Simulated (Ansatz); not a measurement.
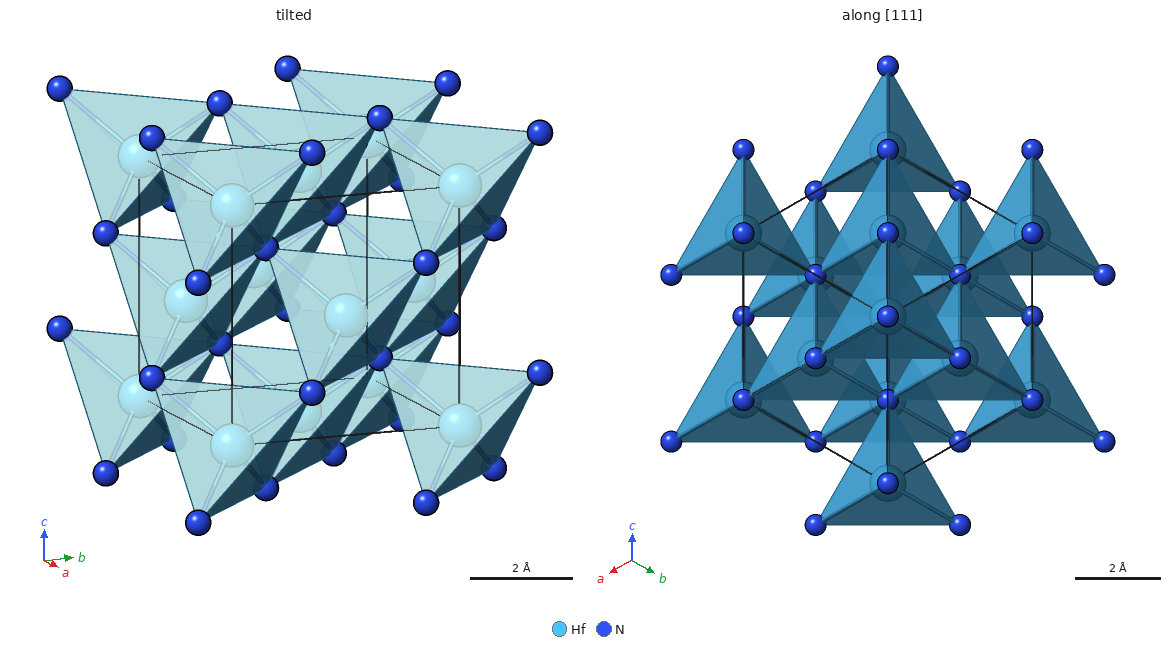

An orthographic polyhedral view of the structure, slightly off an axis and along [111]. Thin lines show the conventional unit cell, with boundary atoms drawn in all their periodic places. A few atoms beyond the faces are included.

Chemical formula HfN. The atoms follow space group F-43m (No. 216); the Bravais lattice is face-centred cubic. It belongs to the family called zinc blende (sphalerite type). It has 8 atoms to the cell (4 Hf, 4 N). The polyhedra are HfN4 tetrahedra; they share corners. Each Hf has four N in a tetrahedral arrangement at about 2.1 Å. Each N atom is coordinated by four Hf in a tetrahedral arrangement at about 2.1 Å. Not all metal-metal contacts are counted. The bonds build a three-dimensional framework.

The initial geometry was a structure listed in the Materials Project. The structure drawn was relaxed with DFT LDA, scalar-relativistic, plane waves, PAW (Ansatz 0.2.0).
